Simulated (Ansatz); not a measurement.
HfS2, space group P-3m1 (No. 164), a = 3.640 Å, b = 3.640 Å, c = 6.056 Å, α = 90.00°, β = 90.00°, γ = 120.00°

```tsv
site	Wyckoff	x	y	z
Hf	1a	0.0000	0.0000	0.0000
S	2d	0.6667	0.3333	0.7640
```

Geometry: the structure of a calculation's input, shown in its standard cell.

Question: Describe the coordination of Hf.

Answer: HfS6: an essentially ideal octahedron (coordination number 6, S = 0.03; next best trigonal prism, S = 16.6). Bonds: 6 × Hf–S 2.54 Å. The next neighbour, not counted, lies at 3.64 Å.

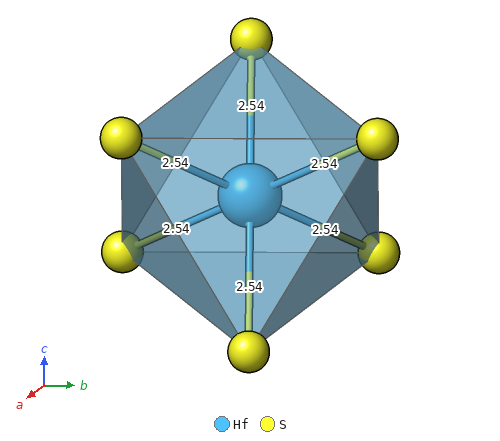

The polyhedron about Hf. The shape measure S (0 to 100) is the computed least-squares distance from an ideal polyhedron; S = 0 means ideal.
